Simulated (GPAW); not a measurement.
# Si/Co(0001) in an electric field, part 2 of 2

Aim: the dipole that a field along the normal induces in Si/Co(0001).

GPAW 26.7.0; GPAW, PAW setups; slab in vacuum, relaxation (the session's first sound run).

So far, upper work function (eV): step 2 (relaxing the atoms) 4.61; step 3 (plane waves, PBE) 4.61.

## Step 5: Field on

File run.py:

```python
import json
import numpy as np
from ase import Atoms
from gpaw import GPAW, PW
from gpaw.external import ConstantElectricField

slab = Atoms(
    ['Co', 'Co', 'Co', 'Co', 'Si'],
    positions=[
        [2.51000, 1.44915, 8.00000],
        [0.00000, 0.00000, 10.03561],
        [2.51000, 1.44915, 12.05540],
        [-0.00000, -0.00000, 14.05672],
        [2.51000, 1.44915, 16.01396]],
    cell=[[2.51, 0.0, 0.0], [1.255, 2.17372, 0.0], [0.0, 0.0, 24.12985]],
    pbc=[True, True, False],
    magmoms=[1.7, 1.7, 1.7, 1.7, 0.0])

slab.calc = GPAW(mode=PW(400), xc='PBE', kpts={'size': (14, 14, 1), 'gamma': True},
                 occupations={'name': 'fermi-dirac', 'width': 0.1}, nbands='200%',
                 convergence={'density': 1e-05}, maxiter=200,
                 poissonsolver={'dipolelayer': 'xy'},
                 external=ConstantElectricField(-0.1, [0, 0, 1]),
                 symmetry={'tolerance': 1e-3}, txt='slab.txt')
result = {}
energy = slab.get_potential_energy()
fermi = slab.calc.get_fermi_level()
v = slab.calc.get_electrostatic_potential().mean((0, 1)) - fermi
n = slab.calc.get_pseudo_density().mean((0, 1))
L = slab.cell[2, 2]
z = np.arange(len(v)) * L / len(v)
low, high = slab.positions[:, 2].min(), slab.positions[:, 2].max()
below, above = np.interp([low - 5.8, high + 5.8], z, v)
slopes = [np.interp(x, z, np.gradient(v, z)) for x in (low - 5.8, high + 5.8)]
eps = np.array([[slab.calc.get_eigenvalues(k, s) for k in range(len(slab.calc.get_ibz_k_points()))]
                for s in range(slab.calc.get_number_of_spins())]) - fermi
top, bottom = eps[eps < 0].max(), eps[eps > 0].min()
dipole = slab.get_dipole_moment()[2]
print(f'energy {energy:.4f} eV, Fermi level {fermi:.4f} eV, dipole {dipole:.5f} e A')
print(f'potential 5.8 A off the faces, from the Fermi level: lower {below:.4f} eV, upper {above:.4f} eV')
print(f'slope of the potential there: lower {slopes[0]:.5f}, upper {slopes[1]:.5f} eV/A')
print(f'nearest levels on the mesh: {top:.4f} and {bottom:.4f} eV')
print('magnetic moment', round(slab.get_magnetic_moment(), 3))
result.update(energy=energy, fermi=fermi, dipole=dipole, below=below, above=above, slopes=slopes, edges=[top, bottom],
              z=z.tolist(), v=v.tolist(), n=n.tolist(), positions=slab.positions.tolist(),
              forces=slab.get_forces(apply_constraint=False).tolist(), moments=slab.get_magnetic_moments().tolist())
json.dump(result, open('result.json', 'w'))
```

On the command line:

```sh
OMP_NUM_THREADS=1 OPENBLAS_NUM_THREADS=1 python run.py
```

What it wrote:

```text
energy -36.1891 eV, Fermi level 1.8677 eV, dipole -0.02163 e A
potential 5.8 A off the faces, from the Fermi level: lower 4.4347 eV, upper 5.1524 eV
slope of the potential there: lower -0.00032, upper 0.00025 eV/A
nearest levels on the mesh: -0.0134 and 0.0046 eV
magnetic moment 6.064
```

It took 21 min on 1 thread of Arm Neoverse V1, shared host; peak memory 0.62 GiB.

This step gave:

```
dipole along the normal                                         : -0.02163 e·Å
levels nearest the Fermi level on the mesh                      : -0.01341, 0.004585 eV from the Fermi level
site moments                                                    : 1.808, 1.750, 1.711, 1.097, -0.03266 μB
sum of the site moments                                         : 6.334 μB
potential below the slab, the applied field's own ramp left out : 4.435 eV from the Fermi level
potential above the slab, the applied field's own ramp left out : 5.152 eV from the Fermi level
```

The electrostatic potential energy of an electron (without an applied field's), less the Fermi level, planar mean oscillates, so the rows of the table below give means over windows of 1.94 Å about each position, cut where the curve ends. Its maxima inside the range that stand out by 2 % of the span (Å: eV): 9.0: -1.02, 11.1: -0.988, 13.0: -0.826, 15.0: -2.39. Its minima: 8.0: -24.1, 10.0: -24.1, 12.1: -23.8, 14.1: -23.3, 16.1: -24.3.

Electrostatic potential energy of an electron (without an applied field's), less the Fermi level, planar mean against z; means over each step:

```tsv
z (Å)	electrostatic potential energy of an electron (without an applied field's), less the Fermi level, planar mean (eV)
0.97	4.47
2.91	4.43
4.85	4.40
6.79	-0.770
8.73	-10.4
10.67	-10.5
12.61	-10.5
14.55	-11.4
16.49	-10.4
18.43	4.90
20.37	5.15
22.31	5.15
```

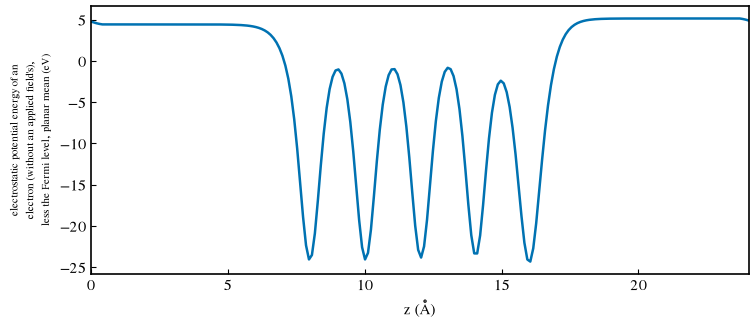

Electrostatic potential energy of an electron (without an applied field's), less the Fermi level, planar mean, plotted against z.

Force by atom:

```tsv
atom	x (eV/Å)	y (eV/Å)	z (eV/Å)	size
Co1	0.000	0.000	0.345	0.345
Co2	0.000	0.000	-0.359	0.359
Co3	0.000	0.000	0.017	0.017
Co4	0.000	0.000	0.011	0.011
Si5	0.000	0.000	-0.014	0.014
```

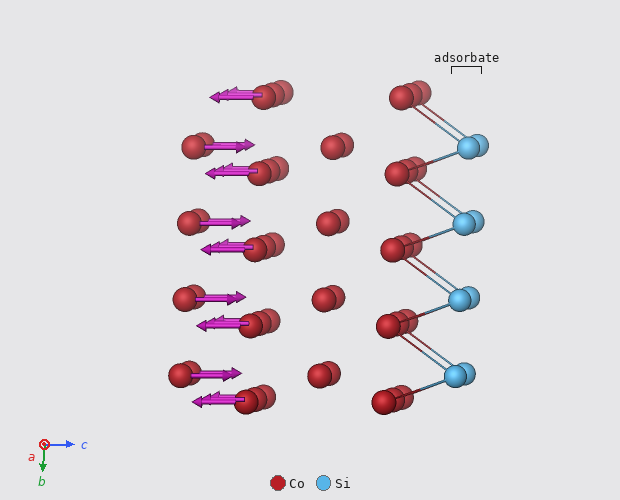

Force as arrows, the longest 0.359 eV/Å. Bonds to atoms that aren't drawn are left out. 2×4×1 cells are drawn. Some periodic images of atoms are drawn too.

The dipole is now -0.0216 e Å, against 0.012 in the run without a field.

## Step 6: Field on

run.py: that of step 5 with these lines changed.

```diff
@@ -22,3 +22,3 @@
                  poissonsolver={'dipolelayer': 'xy'},
-                 external=ConstantElectricField(-0.1, [0, 0, 1]),
+                 external=ConstantElectricField(-0.05, [0, 0, 1]),
                  symmetry={'tolerance': 1e-3}, txt='slab.txt')
```

What it wrote:

```text
energy -36.1885 eV, Fermi level 1.8636 eV, dipole -0.00467 e A
potential 5.8 A off the faces, from the Fermi level: lower 4.7235 eV, upper 4.8786 eV
slope of the potential there: lower -0.00034, upper 0.00024 eV/A
nearest levels on the mesh: -0.0130 and 0.0049 eV
magnetic moment 6.063
```

Elapsed: 24 min, on 1 thread; peak memory 0.62 GiB.

The electrostatic potential energy of an electron (without an applied field's), less the Fermi level, planar mean oscillates, so the rows of the table below give means over windows of 1.94 Å about each position, cut where the curve ends. Its maxima inside the range that stand out by 2 % of the span (Å: eV): 9.0: -0.873, 11.1: -0.939, 13.0: -0.875, 15.0: -2.53. Its minima: 8.0: -23.9, 10.0: -24.0, 12.1: -23.8, 14.1: -23.4, 16.1: -24.5.

Electrostatic potential energy of an electron (without an applied field's), less the Fermi level, planar mean against z; means over each step:

```tsv
z (Å)	electrostatic potential energy of an electron (without an applied field's), less the Fermi level, planar mean (eV)
0.97	4.73
2.91	4.72
4.85	4.68
6.79	-0.511
8.73	-10.2
10.67	-10.5
12.61	-10.5
14.55	-11.6
16.49	-10.6
18.43	4.63
20.37	4.88
22.31	4.88
```

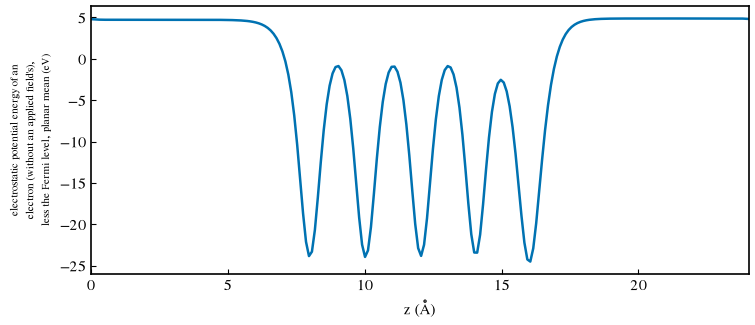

Electrostatic potential energy of an electron (without an applied field's), less the Fermi level, planar mean, plotted against z.

## Step 7: In a field

run.py: that of step 6 with these lines changed.

```diff
@@ -22,3 +22,3 @@
                  poissonsolver={'dipolelayer': 'xy'},
-                 external=ConstantElectricField(-0.05, [0, 0, 1]),
+                 external=ConstantElectricField(0.05, [0, 0, 1]),
                  symmetry={'tolerance': 1e-3}, txt='slab.txt')
```

What it wrote:

```text
energy -36.1897 eV, Fermi level 1.8547 eV, dipole 0.02908 e A
potential 5.8 A off the faces, from the Fermi level: lower 5.2993 eV, upper 4.3350 eV
slope of the potential there: lower -0.00036, upper 0.00024 eV/A
nearest levels on the mesh: -0.0134 and 0.0049 eV
magnetic moment 6.06
```

Elapsed: 29 min, on 1 thread; peak memory 0.62 GiB.

The electrostatic potential energy of an electron (without an applied field's), less the Fermi level, planar mean oscillates, so the rows of the table below give means over windows of 1.94 Å about each position, cut where the curve ends. Its maxima inside the range that stand out by 2 % of the span (Å: eV): 9.0: -0.572, 11.1: -0.842, 13.0: -0.971, 15.0: -2.82. Its minima: 8.0: -23.4, 10.0: -23.8, 12.1: -23.8, 14.1: -23.6, 16.1: -24.9.

The electrostatic potential energy of an electron (without an applied field's), less the Fermi level, planar mean by z; means over each step:

```tsv
z (Å)	electrostatic potential energy of an electron (without an applied field's), less the Fermi level, planar mean (eV)
0.97	5.25
2.91	5.30
4.85	5.26
6.79	0.00341
8.73	-9.87
10.67	-10.3
12.61	-10.6
14.55	-11.8
16.49	-11.0
18.43	4.10
20.37	4.33
22.31	4.34
```

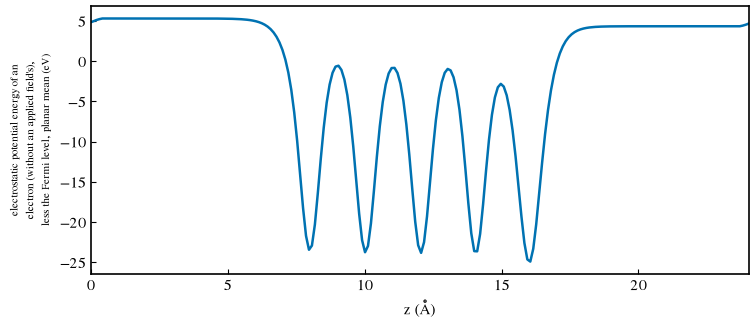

Electrostatic potential energy of an electron (without an applied field's), less the Fermi level, planar mean against z.

## Step 8: Field on

run.py: that of step 7 with these lines changed.

```diff
@@ -22,3 +22,3 @@
                  poissonsolver={'dipolelayer': 'xy'},
-                 external=ConstantElectricField(0.05, [0, 0, 1]),
+                 external=ConstantElectricField(0.1, [0, 0, 1]),
                  symmetry={'tolerance': 1e-3}, txt='slab.txt')
```

What it wrote:

```text
energy -36.1916 eV, Fermi level 1.8501 eV, dipole 0.04599 e A
potential 5.8 A off the faces, from the Fermi level: lower 5.5882 eV, upper 4.0631 eV
slope of the potential there: lower -0.00037, upper 0.00024 eV/A
nearest levels on the mesh: -0.0134 and 0.0051 eV
magnetic moment 6.059
```

Elapsed: 40 min, on 1 thread; peak memory 0.62 GiB.

The dipole is now 0.0460 e Å, against 0.012 in the run without a field.

## Step 9: Field on

run.py: that of step 8 with these lines changed.

```diff
@@ -22,3 +22,3 @@
                  poissonsolver={'dipolelayer': 'xy'},
-                 external=ConstantElectricField(0.1, [0, 0, 1]),
+                 external=ConstantElectricField(0.2, [0, 0, 1]),
                  symmetry={'tolerance': 1e-3}, txt='slab.txt')
```

What it wrote:

```text
energy -36.1979 eV, Fermi level 1.8400 eV, dipole 0.07980 e A
potential 5.8 A off the faces, from the Fermi level: lower 6.1673 eV, upper 3.5210 eV
slope of the potential there: lower -0.00037, upper 0.00024 eV/A
nearest levels on the mesh: -0.0136 and 0.0052 eV
magnetic moment 6.056
```

Run time: 28 min. Hardware: 1 thread; peak memory 0.62 GiB.

The electrostatic potential energy of an electron (without an applied field's), less the Fermi level, planar mean oscillates, so the rows of the table below give means over windows of 1.99 Å about each position, cut where the curve ends. Its maxima inside the range that stand out by 2 % of the span (Å: eV): 0.4: 6.17, 9.0: -0.120, 11.1: -0.696, 13.0: -1.12, 15.0: -3.26. Its minima: 8.0: -22.8, 10.0: -23.4, 12.1: -23.8, 14.1: -23.9, 16.1: -25.5.

The electrostatic potential energy of an electron (without an applied field's), less the Fermi level, planar mean by z; means over each step:

```tsv
z (Å)	electrostatic potential energy of an electron (without an applied field's), less the Fermi level, planar mean (eV)
0.99	6.04
2.98	6.17
4.97	6.10
6.96	-1.76
8.95	-9.46
10.94	-10.1
12.93	-10.7
14.92	-12.8
16.91	-6.87
18.90	3.46
20.89	3.52
22.88	3.54
```

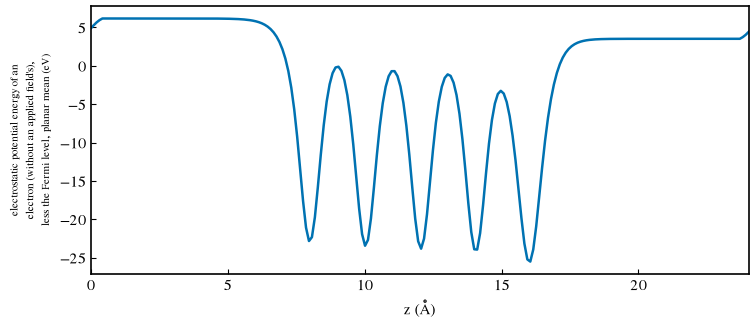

Electrostatic potential energy of an electron (without an applied field's), less the Fermi level, planar mean against z.

The dipole is now 0.0798 e Å, against 0.012 in the run without a field.

## Step 10: In a field

run.py: that of step 9 with these lines changed.

```diff
@@ -22,3 +22,3 @@
                  poissonsolver={'dipolelayer': 'xy'},
-                 external=ConstantElectricField(0.2, [0, 0, 1]),
+                 external=ConstantElectricField(0.3, [0, 0, 1]),
                  symmetry={'tolerance': 1e-3}, txt='slab.txt')
```

What it wrote:

```text
energy -36.2076 eV, Fermi level 1.8292 eV, dipole 0.11369 e A
potential 5.8 A off the faces, from the Fermi level: lower 6.7495 eV, upper 2.9793 eV
slope of the potential there: lower -0.00044, upper 0.00024 eV/A
nearest levels on the mesh: -0.0136 and 0.0055 eV
magnetic moment 6.053
```

It took 28 min on 1 thread; peak memory 0.62 GiB.

The electrostatic potential energy of an electron (without an applied field's), less the Fermi level, planar mean oscillates, so the rows of the table below give means over windows of 1.99 Å about each position, cut where the curve ends. Its maxima inside the range that stand out by 2 % of the span (Å: eV): 0.4: 6.75, 9.0: 0.182, 11.0: -0.592, 13.0: -1.21, 15.0: -3.55. Its minima: 8.0: -22.4, 10.0: -23.2, 12.1: -23.8, 14.1: -24.2, 16.1: -25.9.

The electrostatic potential energy of an electron (without an applied field's), less the Fermi level, planar mean by z; means over each step:

```tsv
z (Å)	electrostatic potential energy of an electron (without an applied field's), less the Fermi level, planar mean (eV)
0.99	6.57
2.98	6.75
4.97	6.68
6.96	-1.26
8.95	-9.15
10.94	-9.98
12.93	-10.7
14.92	-13.1
16.91	-7.34
18.90	2.92
20.89	2.98
22.88	3.01
```

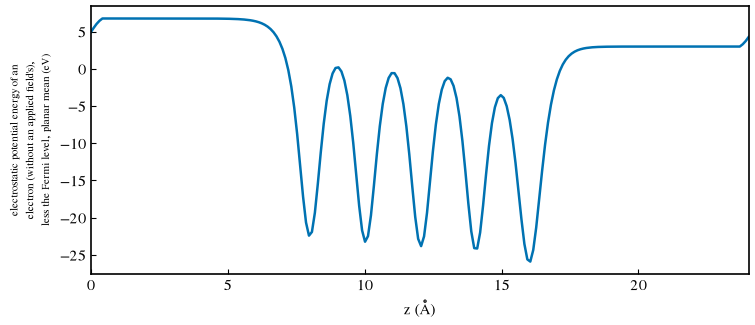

Electrostatic potential energy of an electron (without an applied field's), less the Fermi level, planar mean against z.

The dipole is now 0.114 e Å, against 0.012 in the run without a field.

## Step 11: The series

The members are put on one axis.

This step: induced dipole against applied field (GPAW 26.7.0).

Dipole along the normal against field:

```tsv
field (V/Å)	dipole along the normal (e·Å)
-0.200	-0.0554
-0.100	-0.0216
-0.050	-0.00467
0.000	0.0123
0.050	0.0291
0.100	0.0460
0.200	0.0798
0.300	0.114
```

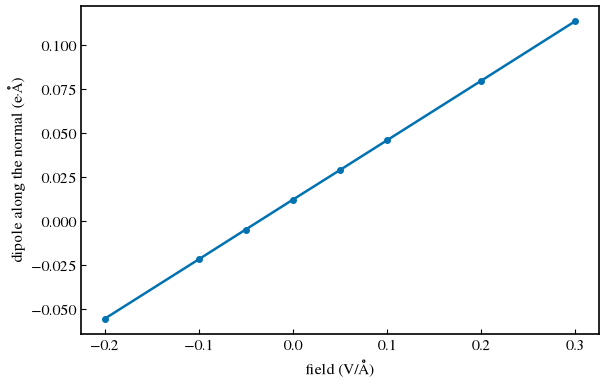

Dipole along the normal, plotted against field.

## Step 12: A changed run

One more run, with changed settings.

This step: GPAW, PAW setups; slab in vacuum (GPAW 26.7.0).

run.py: that of step 10 with these lines changed.

```diff
@@ -4,3 +4,2 @@
 from gpaw import GPAW, PW
-from gpaw.external import ConstantElectricField
 
@@ -20,5 +19,4 @@
                  occupations={'name': 'fermi-dirac', 'width': 0.1}, nbands='200%',
-                 convergence={'density': 1e-05}, maxiter=200,
+                 convergence={'density': 1e-05}, maxiter=6,
                  poissonsolver={'dipolelayer': 'xy'},
-                 external=ConstantElectricField(0.3, [0, 0, 1]),
                  symmetry={'tolerance': 1e-3}, txt='slab.txt')
```

What it wrote:

```text
gpaw.KohnShamConvergenceError
```

It took 60 s on 1 thread; peak memory 0.26 GiB.

No converged result was reached; the numbers in the log don't describe the system.

The fault put into the input: too few SCF iterations (maxiter = 6).

## Step 13: Summary of results

- work function, upper and lower face: 4.607 and 5.011 eV
- dipole along the normal: 0.0123 e Å
- induced dipole per field: 0.338 e Å per V/Å
- out-of-plane polarisability per area, α/(ε0 A): 11.2 Å

**Reading.** The field induces 0.338 e Å per V/Å, a polarisable thickness α/(ε0 A) of 11.2 Å beside 8.01 Å between the outermost nuclei. A perfect conductor would give the distance between its two image planes; a dielectric of thickness t gives t(1 - 1/ε). The two faces differ by 0.40 eV, the step that the slab's dipole makes (e p/(ε0 A) gives 0.41 eV), so the dipole layer is needed. The induced dipole is linear in the field over this range. The cell of 5.46 Å² holds one Si, started on one chosen site; other sites and coverages weren't tried. One magnetic start was tried; another order may lie lower. The in-plane lattice was kept as typed, which isn't the functional's own and leaves some strain; spin-orbit coupling and temperature are left out.

[Logs are printed without paths, hosts, clocks, repeated set-up lines and the standing remarks that a program may print on its own settings, such as how far it seeks lower states.]

[Hosts, paths, dates, database ids (printed as entryN), source tags and the programs' standing remarks are cut or masked in the printed files.]
